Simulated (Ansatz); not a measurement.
```
CELL_PARAMETERS angstrom
3.46315 0.00000 0.00000
0.00000 3.46315 0.00000
0.00000 0.00000 3.46315
ATOMIC_POSITIONS crystal
Ni 0.50000 0.00000 0.50000
Ni 0.50000 0.50000 0.00000
Ni 0.00000 0.50000 0.50000
Ni 0.00000 0.00000 0.00000
```

Space group Fm-3m; spin-polarised.

These are results of DFT PBEsol, scalar-relativistic, plane waves, PAW (Ansatz 0.2.0), not measurements.

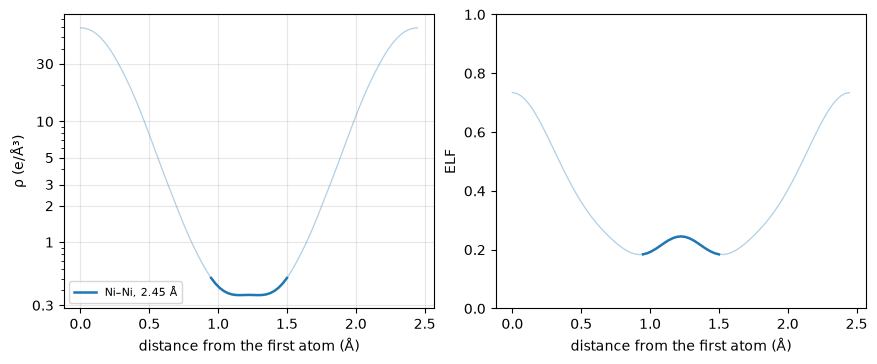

Ni. Valence electron density and electron localisation function along straight lines between neighbouring atoms. Thin, pale parts lie inside the atomic spheres.

In a PAW calculation such maps are meaningful between the atoms, not at the nuclei.

### What can be read from the curves?

Ni–Ni (2.45 Å): ρ at the midpoint is about 0.37 e/Å³; the ELF is about 0.25 at the midpoint; no shared electron pair shows on this line.
